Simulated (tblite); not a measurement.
## Run report: GaAs, single-point calculation

System: GaAs (F-43m, 2 atoms in the cell).
Method: with the settings of its input (tblite 0.8.0).

The structure was built on a prototype by a generator. Some settings of this run were made unusual or wrong on purpose. The geometry comes from this level: r2SCAN.

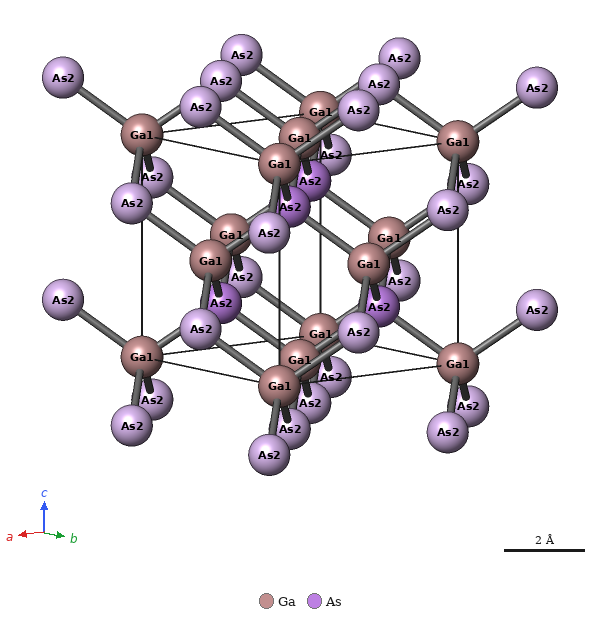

The input geometry (ball-and-stick view of the cell 4 times as large as that of the calculation, set on its symmetry axes, seen at an oblique angle; neighbours outside the cell are drawn fainter; atoms are numbered from 1 in the order of the input).

### Outcome

| quantity | value |
| --- | --- |
| outcome | converged |
| space group (tolerance 0.01 Å) | F-43m (216) |
| electrons treated | 8 |
| total energy | −95.9976 eV |
| band gap | 2.55 eV |
| pressure | 5.97 GPa |
| hardware | 1 thread of Arm Neoverse V1, 24 GiB of memory available, shared host |
| wall time | 1.3 s |
| peak memory | 0.091 GiB |

### What went wrong

Some settings of this run were drawn to be unusual or wrong. It converged; results that depend on the unusual settings are not reference values.

### Input file
```python
import json
from ase import Atoms
from ase.build import make_supercell
from ase.units import Bohr, GPa, Hartree
from tblite.interface import Calculator

atoms = Atoms(['Ga', 'As'],
              cell=[[0.0, 2.833085, 2.833085], [2.833085, 0.0, 2.833085], [2.833085, 2.833085, 0.0]],
              scaled_positions=[[-0.0, 0.0, 0.0], [0.25, 0.25, 0.25]],
              pbc=True)
cluster = make_supercell(atoms, [[-1, 1, 1], [-1, -1, 1], [1, -1, 1]])
calc = Calculator('GFN2-xTB', cluster.numbers, cluster.positions / Bohr, lattice=cluster.cell[:] / Bohr, periodic=cluster.pbc)
calc.set('temperature', 0.02 / Hartree)
calc.set('max-iter', 150)
res = calc.singlepoint()
levels = res.get('orbital-energies') * Hartree
nv = round(res.get('orbital-occupations').sum() / 2)
cells = len(cluster) // len(atoms)
out = {'energy_per_cell': res.get('energy') * Hartree / cells, 'homo': levels[nv - 1], 'lumo': levels[nv],
       'stress': (-res.get('virial') * Hartree / cluster.get_volume() / GPa).tolist(), 'charges': res.get('charges')[:len(atoms)].tolist(), 'electrons': 2 * nv / cells}
json.dump(out, open('results.json', 'w'))
for key, value in out.items():
    print(key, value)
```

Launched with:
```bash
python run.py
```

### What the program printed
```
------------------------------------------------------------
  cycle        total energy    energy error   density error
------------------------------------------------------------
      1     -13.51771556428  -1.3568894E+01   2.5266949E-01
      2     -13.95992928056  -4.4221372E-01   1.2253864E-01
      3     -14.09311486692  -1.3318559E-01   5.7340558E-02
      4     -14.11022647533  -1.7111608E-02   2.4227762E-02
      5     -14.11049675173  -2.7027639E-04   9.1624277E-03
      6     -14.11084783640  -3.5108467E-04   7.2589433E-03
      7     -14.11135461221  -5.0677581E-04   1.4545611E-03
      8     -14.11138167713  -2.7064914E-05   1.0526293E-04
      9     -14.11138167659   5.3259264E-10   8.9692709E-05
     10     -14.11138174509  -6.8493911E-08   4.6854512E-05
     11     -14.11138176586  -2.0774316E-08   2.0265100E-05
     12     -14.11138177060  -4.7398405E-09   1.5533071E-06
------------------------------------------------------------

 total:                                   0.644 sec
energy_per_cell -95.99756417425725
homo -8.12267754878663
lumo -5.5742225799366345
stress [[5.972525413850684, 2.9168688180530724e-08, -2.9058248221032848e-08], [2.9168688070424858e-08, 5.9725254138506, -2.91427373839156e-08], [-2.905824743142801e-08, -2.9142736873503094e-08, 5.972525413850737]]
charges [0.1567025535710222, -0.15670091204106062]
electrons 8.0
```
